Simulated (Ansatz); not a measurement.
# Geometry relaxation of Ti

The run: geometry relaxation of Ti (P6₃/mmc, 2 atoms in the cell). Method and program: DFT LDA, scalar-relativistic, plane waves, PAW, PAW set soft_1, no spin polarisation (Ansatz 0.2.0).

The structure derives from an entry of the Crystallography Open Database. Figures and captions count atoms from 1; the log counts them from 0 in places.

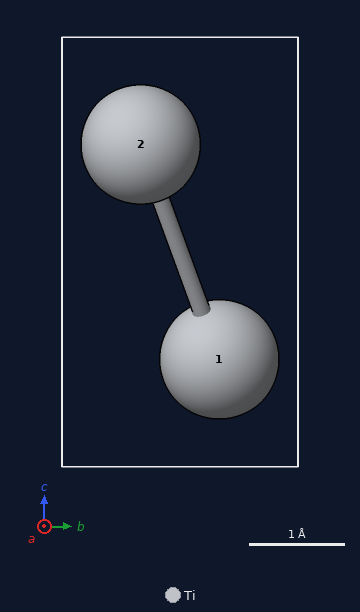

The starting structure (ball-and-stick view of the cell of the calculation, along the a axis; atoms are numbered from 1 in the order of the input). An atom can appear more than once, as a periodic image. Near neighbours in the periodic cell (some may lie outside the picture): Ti has 12 Ti at 2.80 to 2.87 Å.

### Results in brief

```csv
quantity,value
outcome,converged
space group (tolerance 0.01 Å),P6₃/mmc (194)
electrons treated,24
free energy,−4900.6222 eV
Fermi energy,14.189 eV
gap on the k-point mesh,none (metallic)
pressure,−0.03 GPa
final volume,32.22 Å³
largest force (length of the vector) at the end,under 0.001 eV/Å
final cell,"a = 2.864 Å, b = 2.864 Å, c = 4.535 Å, α = 90.00°, β = 90.00°, γ = 120.00°"
hardware,"1 thread of Arm Neoverse V2, 24 GiB of memory available, shared host"
wall time,22 s
peak memory,0.38 GiB
```

### Notes

Warnings of the run: the PAW datasets were made with another functional.

### Input
```yaml
crystal:
  lattice:
    - [2.8676284267, 0.0, 0.0]
    - [-1.4338142133, 2.4834390661, 0.0]
    - [0.0, 0.0, 4.5228423493]
  atoms:
    - { symbol: Ti, position: [0.3333333333, 0.6666666667, 0.25] }
    - { symbol: Ti, position: [0.6666666667, 0.3333333333, 0.75] }
basis:
  ecutwfc: 420
kpoints:
  mp_grid: { grid: [18, 18, 10] }
hamiltonian:
  xc: lda
  pseudopotentials: { kind: paw, azcp: { folder: soft_1 } }
scf:
  occupations: { method: gaussian, width: 0.1 }
output:
  forces: true
  stress: true
  eigenvalues: true
relax:
  adjacent_minimum: "off"
  f_tol: 0.005
  max_steps: 80
  cell: { stress_tol: 0.05 }
```

Launch command:
```bash
ansatz run input.yaml --threads 1 --pin off --max-ram 3072MiB --backend cpu --events-out ev --progress --plain --runs-dir out
```

### Output
```
Warning: [file] the record states the generating functional pbe (its physics header spells it `PBE`), which answers neither for hamiltonian.xc's functional nor for the lda family's — results may be inconsistent (PPs are generated against a specific XC)
Engine: ansatz 0.2.0, aarch64-unknown-linux-gnu
Pseudopotentials: kind: paw
Pseudopotential: Ti, paw, valence charge 12, recommended cutoff 420 eV (normal), [file]
Functional definition: SPW92
  exchange = slater_x
  correlation = pw_c
Crystal: 2 atoms, lattice volume = 32.210 Å³
Basis set: ecut = 420 eV, 627 PW (Γ)
Bands: 16, of which v1, the nominal top of the filled ones, is band 12 counted from 1 (11 counted from 0)
Symmetry: 24 space group operations
Space group: P63/mmc (ITA 194), of the structure as read, at distance tolerance 3.2e-5 Å
k-points: 222 of 3240
Non-local potential: Ti, projectors of the file, l = 0: 3, l = 1: 2, l = 2: 3, l = 3: 1
PAW form: soft (Blöchl's): semilocal exchange-correlation on the pseudo side does not see the compensation charge
PAW frozen core: Ti, regenerated for the run's functional, and the local potential with it (the file was generated under x = pbe(κ = 0.804, μ = 0.2195149727645171), c = pbe(β = 0.06672455060314922))
PAW one-centre angular grid: Ti, 590 points (default); XC on 64 Gauss nodes
Initial density: superposition of atomic densities (chi_scale 0.1, normalization cell)
Initial wavefunctions: pseudopotential atomic-orbital guess
Functional: x = slater, c = lda
SCF iter   1: F=—  HF=-4901.032748 eV  |F-HF|=—  |Δ(HF+E_count)|=         —  Δρ=6.11e-2  dr2=1.19e0  ethr=3.10e-3  ⟨swp⟩=3.6  Hψ=13782  notcnv=0
preconditioner: auto → none  [metal: Δε(μ)=0.013 eV  Ē_g=3.277 eV  σ=0.100 eV  W_gap=0.07  n_scr=8 (ndim 8)  ℏωp=18.5 eV  f_vac=0.000  D(μ)=1.48/eV (n_scr^D=10)  sad-step TF]
SCF iter   2: F=—  HF=-4900.722145 eV  |F-HF|=—  |Δ(HF+E_count)|=   3.11e-1  Δρ=3.01e-2  dr2=3.08e-1  ethr=3.10e-3  ⟨swp⟩=2.5  Hψ=7126  notcnv=0  defer=11
SCF iter   3: F=—  HF=-4900.621464 eV  |F-HF|=—  |Δ(HF+E_count)|=   1.01e-1  Δρ=1.71e-3  dr2=4.90e-4  ethr=1.28e-3  ⟨swp⟩=2.4  Hψ=5817  notcnv=0  defer=11
SCF iter   4: F=—  HF=-4900.622035 eV  |F-HF|=—  |Δ(HF+E_count)|=   5.72e-4  Δρ=2.15e-4  dr2=1.08e-5  ethr=2.04e-6  ⟨swp⟩=2.3  Hψ=6770  notcnv=0  defer=11
SCF iter   5: F=—  HF=-4900.622048 eV  |F-HF|=—  |Δ(HF+E_count)|=   1.27e-5  Δρ=5.13e-5  dr2=6.34e-7  ethr=4.50e-8  ⟨swp⟩=2.0  Hψ=4411  notcnv=0  defer=11
SCF iter   6: F=-4900.622048 eV  HF=-4900.622048 eV  |F-HF|=1.18e-8  |Δ(HF+E_count)|=   2.25e-7  Δρ=9.60e-6  dr2=1.54e-8  ethr=4.17e-10  ⟨swp⟩=5.1  Hψ=15239  notcnv=0
SCF 1 converged in 6 iterations: F = -4900.622048 eV  dr2 = 1.54e-8
  greatest PAW one-centre occupation: 0.998 electrons in one spin orbital (limit 2), on the Ti atom at site 1 (counted from 0), in its partial waves of l = 0
relax step   1: F+E_penalty+E_count = -4900.62204791 eV  Δ(F+E_penalty+E_count) = +0.000e0 eV  max|allowed force component| = 3.886e-16 eV/Å  Δτ_max = 0.0000 Å  P = +0.016 GPa  Ω = 32.210 Å³  (6 SCF iters, dr2 threshold 1.00e-7 eV, accepted)
Crystal: 2 atoms, lattice volume = 32.206 Å³
Basis set: ecut = 420 eV, 615 PW (Γ)
Initial density: handed on by an earlier stage of this run
Initial wavefunctions: those handed on with the density
iter 1 solved again at ethr=5.00e-9 eV; its pass at ethr=3.10e-3 eV (dr2=1.20e-6 eV) is discarded
SCF iter   1: F=—  HF=-4900.622157 eV  |F-HF|=—  |Δ(HF+E_count)|=         —  Δρ=1.11e-4  dr2=1.62e-6  ethr=5.00e-9  ⟨swp⟩=3.3  Hψ=24299  notcnv=0
preconditioner: auto → none  [metal: Δε(μ)=0.009 eV  Ē_g=2.973 eV  σ=0.100 eV  W_gap=0.05  n_scr=8 (ndim 8)  ℏωp=18.5 eV  f_vac=0.000  D(μ)=1.94/eV (n_scr^D=22)]
SCF iter   2: F=—  HF=-4900.622157 eV  |F-HF|=—  |Δ(HF+E_count)|=   2.16e-8  Δρ=5.16e-5  dr2=2.57e-7  ethr=5.00e-9  ⟨swp⟩=1.0  Hψ=3560  notcnv=0
iter 3 did not close the SCF: its close was put off for the readings that it lacked (scf_convergence_deferred on its scf_iter line)
SCF iter   3: F=-4900.622157 eV  HF=-4900.622157 eV  |F-HF|=9.97e-10  |Δ(HF+E_count)|=   5.42e-8  Δρ=4.53e-6  dr2=1.96e-9  ethr=1.07e-9  ⟨swp⟩=1.7  Hψ=4100  notcnv=0
iter 4 did not close the SCF: its close was put off for the readings that it lacked (scf_convergence_deferred on its scf_iter line)
SCF iter   4: F=-4900.622157 eV  HF=-4900.622157 eV  |F-HF|=2.46e-11  |Δ(HF+E_count)|=   1.08e-9  Δρ=8.33e-7  dr2=1.09e-10  ethr=8.18e-12  ⟨swp⟩=2.7  Hψ=6308  notcnv=0
iter 5 did not close the SCF: its close was put off for the readings that it lacked (scf_convergence_deferred on its scf_iter line)
SCF iter   5: F=-4900.622157 eV  HF=-4900.622157 eV  |F-HF|=2.73e-12  |Δ(HF+E_count)|=  2.00e-11  Δρ=1.44e-7  dr2=5.13e-12  ethr=1.00e-12  ⟨swp⟩=2.5  Hψ=5132  notcnv=0
SCF iter   6: F=-4900.622157 eV  HF=-4900.622157 eV  |F-HF|=9.09e-13  |Δ(HF+E_count)|=  1.82e-12  Δρ=2.85e-8  dr2=1.05e-13  ethr=1.00e-12  ⟨swp⟩=1.0  Hψ=8048  notcnv=0
SCF 2 converged in 6 iterations: F = -4900.622157 eV  dr2 = 1.05e-13
relax step   2: F+E_penalty+E_count = -4900.62215700 eV  Δ(F+E_penalty+E_count) = -1.091e-4 eV  max|allowed force component| = 2.128e-16 eV/Å  Δτ_max = 0.0000 Å  P = +0.022 GPa  Ω = 32.206 Å³  energy of the carried Pulay correction = +5.574e-7 eV  (6 SCF iters, dr2 threshold 2.00e-7 eV, accepted)
Crystal: 2 atoms, lattice volume = 32.220 Å³
iter 1 solved again at ethr=7.85e-10 eV; its pass at ethr=3.10e-3 eV (dr2=1.88e-7 eV) is discarded
SCF iter   1: F=—  HF=-4900.622160 eV  |F-HF|=—  |Δ(HF+E_count)|=         —  Δρ=3.73e-5  dr2=2.58e-7  ethr=7.85e-10  ⟨swp⟩=2.9  Hψ=23354  notcnv=0
preconditioner: auto → none  [metal: Δε(μ)=0.009 eV  Ē_g=2.972 eV  σ=0.100 eV  W_gap=0.05  n_scr=8 (ndim 8)  ℏωp=18.5 eV  f_vac=0.000  D(μ)=1.94/eV (n_scr^D=22)]
SCF iter   2: F=—  HF=-4900.622160 eV  |F-HF|=—  |Δ(HF+E_count)|=   4.11e-9  Δρ=1.69e-5  dr2=3.21e-8  ethr=7.85e-10  ⟨swp⟩=2.2  Hψ=4720  notcnv=0
iter 3 did not close the SCF: its close was put off for the readings that it lacked (scf_convergence_deferred on its scf_iter line)
SCF iter   3: F=-4900.622160 eV  HF=-4900.622160 eV  |F-HF|=3.96e-10  |Δ(HF+E_count)|=   1.62e-8  Δρ=2.96e-6  dr2=1.47e-9  ethr=1.34e-10  ⟨swp⟩=2.0  Hψ=4389  notcnv=0
iter 4 did not close the SCF: its close was put off for the readings that it lacked (scf_convergence_deferred on its scf_iter line)
SCF iter   4: F=-4900.622160 eV  HF=-4900.622160 eV  |F-HF|=2.64e-11  |Δ(HF+E_count)|=  4.66e-10  Δρ=5.56e-7  dr2=5.15e-11  ethr=6.14e-12  ⟨swp⟩=2.0  Hψ=5959  notcnv=0
iter 5 did not close the SCF: its close was put off for the readings that it lacked (scf_convergence_deferred on its scf_iter line)
SCF iter   5: F=-4900.622160 eV  HF=-4900.622160 eV  |F-HF|=9.09e-13  |Δ(HF+E_count)|=  3.37e-11  Δρ=6.14e-8  dr2=1.03e-12  ethr=1.00e-12  ⟨swp⟩=1.0  Hψ=3552  notcnv=0
SCF iter   6: F=-4900.622160 eV  HF=-4900.622160 eV  |F-HF|=0.00e0  |Δ(HF+E_count)|=  9.09e-13  Δρ=8.26e-9  dr2=9.02e-15  ethr=1.00e-12  ⟨swp⟩=1.0  Hψ=8025  notcnv=0
SCF 3 converged in 6 iterations: F = -4900.622160 eV  dr2 = 9.02e-15
relax step   3: F+E_penalty+E_count = -4900.62216018 eV  Δ(F+E_penalty+E_count) = -3.179e-6 eV  max|allowed force component| = 1.203e-16 eV/Å  Δτ_max = 0.0000 Å  P = -0.034 GPa  Ω = 32.220 Å³  energy of the carried Pulay correction = -1.656e-6 eV  (6 SCF iters, dr2 threshold 1.91e-8 eV, accepted)
Initial wavefunctions: pseudopotential atomic-orbital guess (no wavefunctions were taken with the density)
iter 1 solved again at ethr=3.94e-10 eV; its pass at ethr=3.10e-3 eV (dr2=9.46e-8 eV) is discarded
SCF iter   1: F=—  HF=-4900.622160 eV  |F-HF|=—  |Δ(HF+E_count)|=         —  Δρ=1.89e-6  dr2=1.14e-10  ethr=3.94e-10  ⟨swp⟩=3.0  Hψ=24987  notcnv=0
SCF iter   2: F=—  HF=-4900.622160 eV  |F-HF|=—  |Δ(HF+E_count)|=  5.78e-10  Δρ=9.42e-7  dr2=2.87e-11  ethr=1.00e-12  ⟨swp⟩=2.2  Hψ=4826  notcnv=0
iter 3 did not close the SCF: its close was put off for the readings that it lacked (scf_convergence_deferred on its scf_iter line)
SCF iter   3: F=-4900.622160 eV  HF=-4900.622160 eV  |F-HF|=9.09e-13  |Δ(HF+E_count)|=  9.55e-11  Δρ=3.08e-8  dr2=2.37e-13  ethr=1.00e-12  ⟨swp⟩=1.0  Hψ=3552  notcnv=0
iter 4 did not close the SCF: its close was put off for the readings that it lacked (scf_convergence_deferred on its scf_iter line)
SCF iter   4: F=-4900.622160 eV  HF=-4900.622160 eV  |F-HF|=1.82e-12  |Δ(HF+E_count)|=  1.82e-12  Δρ=7.83e-9  dr2=7.10e-15  ethr=1.00e-12  ⟨swp⟩=1.0  Hψ=3552  notcnv=0
iter 5 did not close the SCF: its close was put off for the readings that it lacked (scf_convergence_deferred on its scf_iter line)
SCF iter   5: F=-4900.622160 eV  HF=-4900.622160 eV  |F-HF|=0.00e0  |Δ(HF+E_count)|=  9.09e-13  Δρ=2.25e-9  dr2=8.70e-16  ethr=1.00e-12  ⟨swp⟩=1.0  Hψ=3552  notcnv=0
iter 6 did not close the SCF: its close was put off for the readings that it lacked (scf_convergence_deferred on its scf_iter line)
SCF iter   6: F=-4900.622160 eV  HF=-4900.622160 eV  |F-HF|=9.09e-13  |Δ(HF+E_count)|=    0.00e0  Δρ=5.40e-10  dr2=4.29e-17  ethr=1.00e-12  ⟨swp⟩=1.0  Hψ=3552  notcnv=0
SCF iter   7: F=-4900.622160 eV  HF=-4900.622160 eV  |F-HF|=0.00e0  |Δ(HF+E_count)|=    0.00e0  Δρ=4.76e-11  dr2=3.31e-19  ethr=1.00e-12  ⟨swp⟩=1.0  Hψ=7992  notcnv=0
SCF 4 converged in 7 iterations: F = -4900.622160 eV  dr2 = 3.31e-19
relax step   4: F+E_penalty+E_count = -4900.62215992 eV  Δ(F+E_penalty+E_count) = +2.608e-7 eV  max|allowed force component| = 1.295e-16 eV/Å  Δτ_max = 0.0000 Å  P = -0.034 GPa  Ω = 32.220 Å³  stress off target by 3.54e-2 GPa  SCF on the basis re-selected at this cell (its energy is not comparable with the rows above)  (7 SCF iters)
```

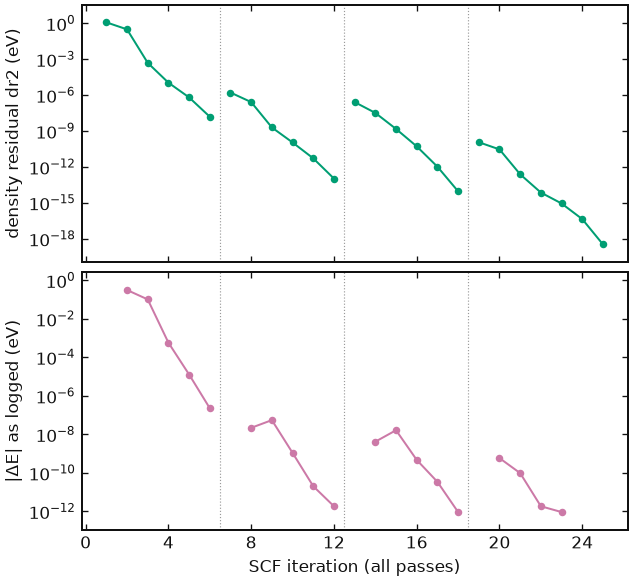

Convergence of the self-consistent field: density residual dr2 and size of the energy change against the SCF iteration. The dotted lines part the SCF passes of the relaxation: geometry steps, rejected trials and re-solves on a re-selected basis. The passes take 6, 6, 6 and 7 iterations.

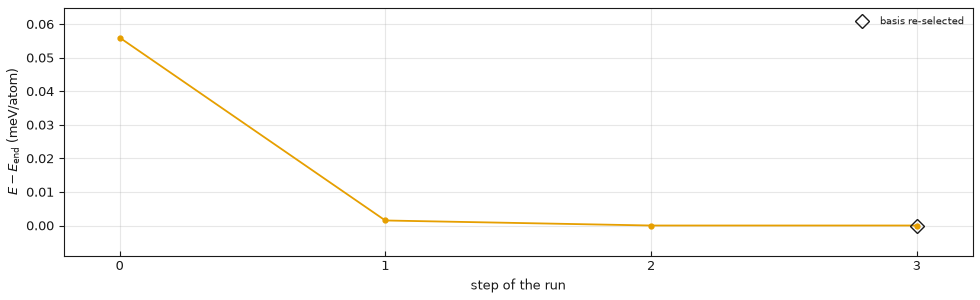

Progress of the relaxation, step by step (the first geometry is step 0 here and step 1 in the log). Over 2 geometry steps the energy falls by 0.1 meV per atom. All forces vanish by symmetry, so only the cell relaxes. The pressure goes from 0.02 to −0.03 GPa. The atoms keep their places relative to the cell (all moves are under 0.005 Å). The space group stays P6_3/mmc (No. 194). A last SCF at the same geometry on a re-selected plane-wave basis shifts the energy by next to nothing (0.0 meV per atom). (Atoms are counted from 1 in the order of the input.)

```
basis re-selected at this cell: Δ(F+E_penalty+E_count) = +2.608e-7 eV, ΔP = +0.000 GPa vs the last step (what re-selecting the basis moved, of the pressure what is left beyond the Pulay correction that the steps carried, after the strain that the cell walked since its last selection, with what the two solves' SCF thresholds leave and, on support functions, any second-order correction that the steps lacked; it is no measure of the basis error at this ecutwfc). This SCF's stress stands 3.54e-2 GPa from its target on what of the cell is left free (relax.cell.stress_tol is 5.00e-2 GPa) and its largest allowed force component is 1.30e-16 eV/Å (relax.f_tol is 5.00e-3 eV/Å): within both
SCF converged after 7 iterations
Free energy (F): -4900.622160 eV
Harris-Foulkes:  -4900.622160 eV  (|F-HF|=0.00e0)
Internal energy: -4900.612441 eV  (E = F + TS)
E sigma→0 (E₀):  -4900.617301 eV
Entropy (-TS):   -0.009718 eV (-4.859 meV/atom)
Fermi energy:    14.189348 eV
--- Per-component energies (eV) ---
  E_band       = -288.320948
  E_kinetic    = 565.738283
  E_local      = -1671.469081  (includes V_loc(G=0)·N_el)
  E_nonlocal   = 130.202476
  E_hartree    = 664.812689
  E_xc         = -231.230124
  E_vxc        = -291.354079  (∫ρ·V_xc dr)
  E_paw        = -1988.435900  (= ΣΔE_a)
  E_vpaw       = -351.063773  (= ΣTr[D̂ρ^β])
  E_aug_tail   = -0.000153  (compensation charges beyond the density's cutoff)
  E_ewald      = -2370.882534
  E_core_change = 0.651901  (= ΣΔE_core)
  E_smearing   = -0.009718  (= −TS)
  E_closure    = 0.000000  (closes the sum)
  Σ components = -4900.622160   (vs F -4900.622160, Δ=0.00e0)
--- Forces (eV/Å), atoms counted from 1 ---
  atom   1  Ti     0.00000000     0.00000000     0.00000000
  atom   2  Ti     0.00000000    -0.00000000    -0.00000000
  max |Σ_I F_I| component: 7.40e-17 eV/Å
--- Stress (GPa, compression-positive) ---
       -0.033738       0.000000       0.000000
        0.000000      -0.033738       0.000000
        0.000000       0.000000      -0.035415
  P = ⅓ Tr σ = -0.0343 GPa (-0.343 kbar)
--- Band table (eV; the first three rows and the last of 222) ---
  k-point 0: bands = ["-41.9416", "-41.7456", "-18.9573", "-18.1264", "-18.1264", "-18.0264", "-17.9961", "-17.9961", "7.9237", "11.3226", "14.9686", "14.9686", "15.1131", "15.2751", "15.5274", "15.5274"]
  k-point 1: bands = ["-41.9369", "-41.7505", "-18.9355", "-18.1232", "-18.1232", "-18.0503", "-17.9993", "-17.9993", "8.0145", "11.2968", "14.9203", "14.9203", "15.0615", "15.1009", "15.4746", "15.4746"]
  k-point 2: bands = ["-41.9232", "-41.7647", "-18.8721", "-18.1193", "-18.1140", "-18.1140", "-18.0086", "-18.0086", "8.2810", "11.1891", "14.7077", "14.8339", "14.8339", "14.9157", "15.3376", "15.3376"]
  k-point 221: bands = ["-41.7279", "-41.7279", "-18.7199", "-18.7199", "-18.4851", "-18.4851", "-18.1545", "-18.1545", "12.8504", "12.8504", "12.9856", "12.9856", "14.0341", "14.0341", "15.9650", "15.9650"]
--- Relaxed structure (3 steps of the walk, 3 accepted, 1 SCFs on fresh bases) ---
  F+E_penalty+E_count = -4900.62215992 eV   max|allowed force component| = 1.295e-16 eV/Å   (the final SCF, on the basis selected at the relaxed cell)
  cell:  # Å, volume = 32.2200 Å³
    - [2.86411584203839, -2.883213074768688e-11, 0.0]
    - [-1.4320579209942257, 2.4803970786011202, 0.0]
    - [0.0, 0.0, 4.535374958212817]
  atoms:
    - { symbol: Ti, position: [0.3333333333333333, 0.6666666666666666, 0.24999999999999997] }
    - { symbol: Ti, position: [0.6666666666666665, 0.3333333333333333, 0.75] }
```

### Trajectory as extended XYZ (Å, eV, eV/Å), 4 frames, from step=1 to step=4
```
2
Lattice="2.8676 0.0000 0.0000 -1.4338 2.4834 0.0000 0.0000 0.0000 4.5228" Properties=species:S:1:pos:R:3:forces:R:3 step=1 energy=-4900.62205 pressure_GPa=0.02
Ti    0.0000    1.6556    1.1307    0.0000   0.0000   0.0000
Ti    1.4338    0.8278    3.3921    0.0000   0.0000   0.0000
2
Lattice="2.8646 0.0000 0.0000 -1.4323 2.4808 0.0000 0.0000 0.0000 4.5320" Properties=species:S:1:pos:R:3:forces:R:3 step=2 energy=-4900.62216 pressure_GPa=0.02
Ti    0.0000    1.6539    1.1330    0.0000   0.0000   0.0000
Ti    1.4323    0.8269    3.3990    0.0000   0.0000   0.0000
2
Lattice="2.8641 0.0000 0.0000 -1.4321 2.4804 0.0000 0.0000 0.0000 4.5354" Properties=species:S:1:pos:R:3:forces:R:3 step=3 energy=-4900.62216 pressure_GPa=-0.03
Ti    0.0000    1.6536    1.1338    0.0000   0.0000   0.0000
Ti    1.4321    0.8268    3.4015    0.0000   0.0000   0.0000
2
Lattice="2.8641 0.0000 0.0000 -1.4321 2.4804 0.0000 0.0000 0.0000 4.5354" Properties=species:S:1:pos:R:3:forces:R:3 step=4 energy=-4900.62216 pressure_GPa=-0.03
Ti    0.0000    1.6536    1.1338    0.0000   0.0000   0.0000
Ti    1.4321    0.8268    3.4015    0.0000   0.0000   0.0000
```
